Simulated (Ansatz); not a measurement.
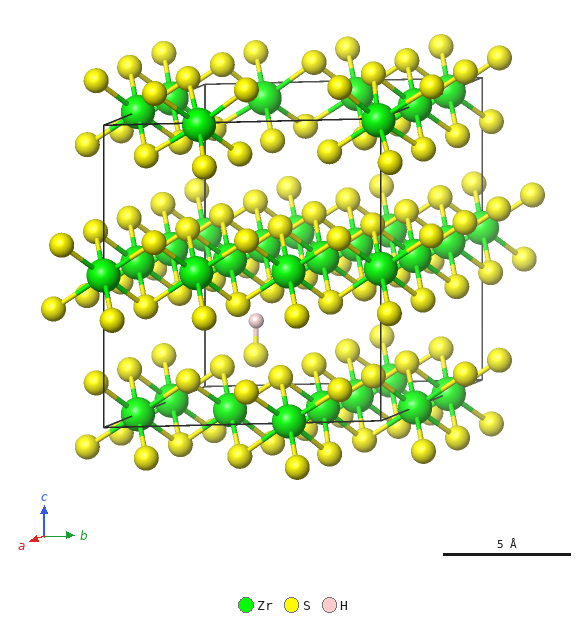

*The structure as given in the input (ball-and-stick view of the cell of the calculation, seen slightly off an axis; bonded neighbours outside the cell are drawn too). An atom can appear more than once, as a periodic image.*

Run report: Zr₁₈HS₃₆, single-point calculation (part 1 of 2)

Zr₁₈HS₃₆ (defect cell, 55 atoms in the cell), computed with DFT PBE, scalar-relativistic, plane waves, PAW, spin-polarised (Ansatz 0.2.0).

The structure derives from a Materials Project entry.

### Output
```
Warning: checkpoint.read: spin seed differs: saved 05602af2575b…, current 3837859d049a…; the loaded state replaces the seed-built initial guess (but the starting_ns of a DFT+U solve that opens without the state's occupation matrices), so the run may converge into the producing seed's basin, or, where the symmetry group that follows from this deck's starting moments and starting_ns does not hold the saved magnetisation, lose that magnetisation at its first build. Where atoms have moved since the state was saved, this difference can also decide whether moments are moved with them. A self-consistent run of this deck without the state starts from its starting moments and, under a DFT+U term, its starting_ns
scf.n_extra_bands = 20 over 217 filled bands (N_el = 433.0): the run solves 237 bands
Engine: ansatz 0.2.0, aarch64-unknown-linux-gnu
Pseudopotentials: kind: paw
Pseudopotential: Zr, paw, valence charge 12, recommended cutoff 420 eV (normal), Zr.paw.azcp
Pseudopotential: S, paw, valence charge 6, recommended cutoff 420 eV (normal), S.paw.azcp
Pseudopotential: H, paw, valence charge 1, recommended cutoff 420 eV (normal), H.paw.azcp
Functional definition: PBE
  parameter kappa = 0.804
  parameter beta = 0.06672455060314922
  exchange = pbe_x(kappa = kappa, mu = beta*pi^2/3)
  correlation = pbe_c(beta = beta)
Crystal: 55 atoms, lattice volume = 1283.204 Å³
Basis set: ecut = 420 eV, 25067 PW (Γ), exchange–correlation on 150×150×162 points (8 copies of the dense FFT grid, shifted against one another)
Bands: 237, of which v1, the nominal top of the filled ones, is band 217 counted from 1 (216 counted from 0)
Symmetry: 1 space group operations
Space group: P1 (ITA 1), of the structure as read, at distance tolerance 1.1e-4 Å
k-points: 5 of 9 (time reversal used)
Non-local potential: Zr, projectors of the file, l = 0: 3, l = 1: 2, l = 2: 2, l = 3: 2
Non-local potential: S, projectors of the file, l = 0: 2, l = 1: 2, l = 2: 2
Non-local potential: H, projectors of the file, l = 0: 2, l = 1: 1
PAW form: soft (Blöchl's): semilocal exchange-correlation on the pseudo side does not see the compensation charge
PAW one-centre angular grid: Zr, 590 points (default); XC on 64 Gauss nodes
PAW one-centre angular grid: S, 110 points (default); XC on 64 Gauss nodes
PAW one-centre angular grid: H, 110 points (default); XC on 64 Gauss nodes
Initial density: read from a saved state, or passed on in memory by an earlier SCF of this step, an earlier step, the calling program or the single point that the run made first
Stability of the state it starts from, as read at its close in the collinear treatment: not read negative (Ritz values of 1 − χ₀K, real part plus size of imaginary part, from 0.95 to 0.95, by its mixing steps under no symmetry); its run was given moments
Initial wavefunctions: pseudopotential atomic-orbital guess
Functional: x = pbe(κ = 0.804, μ = 0.2195149727645171), c = pbe(β = 0.06672455060314922)
iter 1 solved again at ethr=4.80e-8 eV; its pass at ethr=3.10e-3 eV (dr2=2.08e-4 eV) is discarded
SCF iter   1: F=—  HF=-107882.697666 eV  |F-HF|=—  |Δ(HF+E_count)|=         —  Δρ=6.10e-7 (↑6.10e-7 ↓6.10e-7)  dr2=4.32e-8  dr2_m=1.40e-12  M=0.000 μB ∫|m|=0.000 μB  β_m=0.30  ethr=4.80e-8  ⟨swp⟩=4.2  Hψ=16940  notcnv=0
preconditioner: auto → Resta (q_TF=auto, 2.276 Å⁻¹)  ε∞=8.7  [insulator: Δε(μ)=0.065 eV  Ē_g=6.365 eV  σ=0.050 eV  W_gap=0.62  n_scr=242 (ndim 8)  ℏωp=17.6 eV  f_vac=0.027  D(μ)=13.62/eV (n_scr^D=58)  ε∞_Penn≈8.7]
spin=Collinear: Resta preconditioning applied to the charge; magnetization (m = ρ↑ − ρ↓) channel mixes plain (no charge-response kernel on spin).
SCF iter   2: F=—  HF=-107882.699100 eV  |F-HF|=—  |Δ(HF+E_count)|=   1.43e-3  Δρ=4.49e-7 (↑4.47e-7 ↓4.49e-7)  dr2=2.02e-8  dr2_m=8.47e-13  M=0.000 μB ∫|m|=0.000 μB  β_m=0.56  ethr=9.97e-12  ⟨swp⟩=10.4  Hψ=9114  notcnv=0
SCF iter   3: F=-107882.699100 eV  HF=-107882.699100 eV  |F-HF|=2.85e-9  |Δ(HF+E_count)|=   1.07e-8  Δρ=2.47e-7 (↑2.47e-7 ↓2.45e-7)  dr2=7.60e-9  dr2_m=1.90e-13  M=0.000 μB ∫|m|=0.000 μB  ethr=4.66e-12  ⟨swp⟩=1.0  Hψ=5866  notcnv=0
SCF 1 converged in 3 iterations: F = -107882.699100 eV  dr2 = 7.60e-9
  greatest PAW one-centre occupation: 0.995 electrons in one spin orbital (limit 2), on the Zr atom at site 0 (counted from 0), in its partial waves of l = 0
NSCF: frozen V_eff on 5 k-points
SCF converged after 3 iterations
Magnetization: 0.0000 μB (216.5000 up, 216.5000 down)
Absolute magnetization: 0.0000 μB (∫|ρ↑−ρ↓|, with the PAW one-centre terms)
Spin contamination: 0.0000 ħ² per cell (⟨S²⟩ above its minimum at these occupations)
Per-site moments (μB) at R_I (Å): [(9.600177174689997e-8, 1.0252406728102779), (8.840617621636305e-9, 1.0582658934133002), (9.586306743318151e-8, 1.0250635888127837), (-1.4387215462643633e-9, 1.0575462388762784), (7.91912046878412e-8, 1.0529094730782749), (2.1105028673652313e-8, 1.0605364980832122), (6.885541341921935e-8, 1.0584728040352573), (1.8962594302828518e-8, 1.059755267185925), (9.584709611886042e-8, 1.0253290027677606), (8.749460982161588e-9, 1.0582149626679291), (6.81828554923973e-8, 1.0583197273644296), (8.047188334981306e-9, 1.0604016122011586), (6.803865753214864e-8, 1.0584521213694746), (7.430100194133944e-9, 1.0612199867487757), (7.794062579251086e-8, 1.0529418446029697), (2.02735472395157e-8, 1.0605099025026674), (8.000520469697048e-8, 1.052910530789217), (2.1720033368324736e-8, 1.0611055260110753), (-3.219927712798982e-9, 1.0634837285166565), (-2.325771293684557e-8, 1.0593853866592262), (1.3557293992187247e-8, 1.0630720204806134), (-2.3335151975376285e-8, 1.0592419914015092), (-8.541210105398804e-9, 1.060843797665609), (-1.1002743023945231e-8, 1.0583197273644296), (-8.447357344416943e-9, 1.0609936060806289), (-9.36137640565058e-9, 1.0584521213694746), (-1.090014661495806e-8, 1.0605099025026674), (-4.933515693964298e-9, 1.0253290027677606), (-3.664923996143253e-9, 1.060614821505548), (-1.0266388631762742e-8, 1.0583375392204029), (1.3521949859551168e-8, 1.0620429999975638), (-2.5097929328288703e-8, 1.0593318907189528), (-7.460390098489862e-9, 1.0608353484522952), (-4.825446881206374e-9, 1.0250635888127837), (-1.0915200303298741e-8, 1.0605364980832122), (-4.501579377997571e-9, 1.0252406728102779), (-2.55109113375761e-8, 0.5609110181940825), (2.4066301997832316e-9, 1.0610074254636213), (-1.519978068282299e-8, 1.0529094730782749), (-3.317112092520732e-9, 1.0575462388762784), (-1.4928433758702332e-8, 1.0530046482904583), (-1.1188949232811676e-8, 1.0582658934133002), (-1.4829660101106784e-8, 1.0529763867460462), (-1.1940393580878173e-8, 1.0582149626679291), (-1.5008018368475022e-8, 1.052910530789217), (-6.3862203256028935e-9, 1.058613707580192), (-1.3406421428739263e-8, 1.0614293756558089), (-6.792721998247658e-9, 1.059755267185925), (-1.567427161350473e-8, 1.0529418446029697), (-2.98298599955682e-9, 1.057997526954003), (-9.445761745666179e-9, 1.0610685844736212), (-1.7236476950806046e-8, 1.0613699804464718), (-1.543976691361746e-8, 1.0529626698783132), (-7.134712399251001e-9, 1.0588541275575356), (7.096417859627134e-8, 0.5609110181940825)]
Free energy (F): -107882.699100 eV
Harris-Foulkes:  -107882.699100 eV  (|F-HF|=2.85e-9)
Internal energy: -107882.682078 eV  (E = F + TS)
E sigma→0 (E₀):  -107882.690589 eV
Entropy (-TS):   -0.017022 eV (-0.309 meV/atom)
Fermi energy:    7.515166 eV
--- Per-component energies (eV) ---
  E_band       = -3204.756994
  E_kinetic    = 9841.073954
  E_local      = -24773.291179  (includes V_loc(G=0)·N_el)
  E_nonlocal   = 2424.675254
  E_hartree    = 8759.543542
  E_xc         = -6427.492696
  E_vxc        = -6610.029917  (∫ρ·V_xc dr)
  E_paw        = -74769.413010  (= ΣΔE_a)
  E_vpaw       = -1606.276002  (= ΣTr[D̂ρ^β])
  E_aug_tail   = -0.000641  (compensation charges beyond the density's cutoff)
  E_ewald      = -22937.777301
  E_smearing   = -0.017022  (= −TS)
  E_closure    = -0.000000  (closes the sum)
  Σ components = -107882.699100   (vs F -107882.699100, Δ=0.00e0)
--- Forces (eV/Å), atoms counted from 1 ---
  atom   1  Zr     0.00249682     0.00682147    -0.00036705
  atom   2  Zr    -0.00374679    -0.00387074     0.00325613
  atom   3  Zr     0.01082464    -0.00496064     0.00620847
  atom   4  Zr    -0.00286014    -0.00168108    -0.00167665
  atom   5  Zr    -0.00199602    -0.00135856    -0.00025104
  atom   6  Zr     0.00313044    -0.00355174    -0.00053237
  atom   7  Zr     0.00387128    -0.00151924     0.00249250
  atom   8  Zr     0.00029340    -0.00037857    -0.00059023
  atom   9  Zr    -0.00655943    -0.00541707     0.00227001
  atom  10  Zr     0.00297033     0.00462527     0.00342851
  atom  11  Zr    -0.00119468    -0.00293319     0.00193539
  atom  12  Zr    -0.00017679     0.00498161     0.00351232
  atom  13  Zr    -0.00148445     0.00137233     0.00125175
  atom  14  Zr    -0.01026614    -0.00684514     0.00259228
  atom  15  Zr    -0.00010183     0.00046838     0.00050885
  atom  16  Zr     0.00388398     0.00008097     0.00003302
  atom  17  Zr     0.00525650    -0.00355846     0.00103467
  atom  18  Zr    -0.00313113     0.00142789    -0.00391402
  atom  19  S     -0.00267270     0.00236383    -0.00465860
  atom  20  S     -0.00036912     0.00077891     0.00195825
  atom  21  S     -0.00004086    -0.00145278    -0.00310053
  atom  22  S     -0.00367900    -0.00254747     0.00067155
  atom  23  S     -0.00074825     0.00152781     0.00328147
  atom  24  S      0.00010631    -0.00177743     0.00099324
  atom  25  S     -0.00011694     0.00049536     0.00352169
  atom  26  S      0.00098505    -0.00099235     0.00063053
  atom  27  S     -0.00162305     0.00011485     0.00177697
  atom  28  S     -0.00369084    -0.00274725    -0.01071888
  atom  29  S      0.00016494     0.00214423     0.00236778
  atom  30  S      0.00082402    -0.00103271     0.00169753
  atom  31  S      0.00483111     0.00461763    -0.00298826
  atom  32  S     -0.00027434     0.00451666     0.00240690
  atom  33  S     -0.00013846     0.00096440     0.00022556
  atom  34  S      0.00126493    -0.00167960    -0.00690741
  atom  35  S     -0.00079380     0.00186095     0.00264313
  atom  36  S     -0.00004720     0.00632875    -0.01150871
  atom  37  S     -0.00220133    -0.00303838    -0.01097347
  atom  38  S      0.00045477    -0.00023468     0.00464969
  atom  39  S     -0.00015757    -0.00151767    -0.00201494
  atom  40  S     -0.00287333     0.00274968    -0.00126938
  atom  41  S      0.00129883     0.00391076    -0.00078635
  atom  42  S     -0.00017505     0.00000020    -0.00026013
  atom  43  S      0.00022030    -0.00286368    -0.00251434
  atom  44  S      0.00117615     0.00011548    -0.00073640
  atom  45  S      0.00008066    -0.00013567    -0.00111826
  atom  46  S      0.00269173    -0.00311666     0.00022229
  atom  47  S      0.00247865    -0.00145934     0.00188673
  atom  48  S      0.00115540     0.00233705    -0.00459612
  atom  49  S      0.00171218    -0.00153232    -0.00162789
  atom  50  S     -0.00256404     0.00276846    -0.00145485
  atom  51  S     -0.00103086     0.00016697     0.00145458
  atom  52  S     -0.00120849     0.00086093    -0.00366658
  atom  53  S     -0.00040163     0.00424855     0.00095090
  atom  54  S      0.00569649     0.00056438     0.00054345
  atom  55  H     -0.00154683    -0.00100926     0.01782340
  max |Σ_I F_I| component: 2.92e-6 eV/Å
--- Band table (eV; the first three rows and the last of 10) ---
  k-point 0 ↑: bands = ["-42.4856", "-42.4799", "-42.4788", "-42.4700", "-42.4655", "-42.4648", "-42.4642", "-42.4568", "-42.4552", "-42.4549", "-42.4543", "-42.4523", "-42.4520", "-42.4507", "-42.4504", "-42.4456", "-42.4403", "-42.4401", "-20.6138", "-20.6131", "-20.6015", "-20.5856", "-20.5851", "-20.5845", "-20.5773", "-20.5697", "-20.5696", "-20.5668", "-20.5617", "-20.5616", "-20.5603", "-20.5603", "-20.5577", "-20.5577", "-20.5437", "-20.5430", "-20.5430", "-20.5422", "-20.5317", "-20.5184",
      "-20.5074", "-20.5066", "-20.4908", "-20.4845", "-20.4842", "-20.4821", "-20.4807", "-20.4805", "-20.4804", "-20.4749", "-20.4748", "-20.4726", "-20.4675", "-20.4675", "-20.4559", "-20.4558", "-20.4454", "-20.4434", "-20.4430", "-20.4353", "-20.4349", "-20.4271", "-20.4192", "-20.4181", "-20.4179", "-20.4138", "-20.4136", "-20.4110", "-20.3957", "-20.3956", "-20.3749", "-20.3748", "-6.7223", "-6.0216", "-5.8642", "-5.3203", "-5.3140", "-5.3139", "-5.3031", "-5.3029",
      "-5.2308", "-5.2185", "-5.2180", "-5.2172", "-5.2159", "-5.2158", "-5.1382", "-4.9931", "-4.9509", "-4.9504", "-4.9269", "-4.9215", "-4.9211", "-4.9082", "-4.8931", "-4.8929", "-4.8851", "-4.8461", "-4.8450", "-4.8448", "-4.8314", "-4.8313", "-4.8296", "-4.8267", "-4.8262", "-4.8248", "-4.8244", "-4.7090", "0.4741", "2.3315", "2.5920", "2.5934", "2.6664", "2.6666", "2.6696", "2.7435", "2.8362", "2.8522", "2.8524", "2.8823",
      "2.8823", "2.9138", "3.0330", "3.0334", "3.0878", "3.1061", "3.1067", "3.1157", "3.1603", "3.1859", "3.1863", "3.2176", "3.2351", "3.2359", "3.2364", "3.2403", "3.2405", "3.2636", "3.3678", "3.4325", "3.4331", "3.5448", "3.5453", "3.5528", "3.5968", "3.5975", "3.6392", "3.6711", "3.6721", "3.7143", "3.7150", "3.7372", "3.7563", "3.7565", "3.7846", "3.7847", "3.8969", "3.9495", "3.9507", "4.0145",
      "4.0267", "4.0281", "4.0287", "4.0614", "4.0741", "4.0746", "4.0950", "4.0966", "4.0972", "4.3980", "4.3987", "4.4567", "4.4594", "4.4603", "4.4640", "4.4818", "4.5013", "4.5020", "4.5976", "4.5978", "4.6510", "4.7172", "4.7267", "4.7272", "4.7742", "5.0359", "5.0362", "5.2027", "5.2165", "5.2237", "5.2246", "5.3569", "5.3579", "5.3657", "5.4298", "5.4312", "5.4378", "5.4565", "5.4583", "5.4700",
      "5.4854", "5.4872", "5.5479", "5.5495", "5.5501", "5.6564", "5.6693", "5.6749", "5.6753", "5.6884", "5.6892", "6.2147", "6.2152", "6.3582", "6.3814", "6.3815", "7.5585", "7.6673", "7.6675", "7.7062", "7.7066", "7.7354", "7.8010", "7.8142", "7.8145", "7.8254", "7.8254", "7.8415", "8.0538", "8.0545", "8.0988", "8.0991", "8.6797", "8.6799", "8.7976", "8.7978", "8.8530"]
```
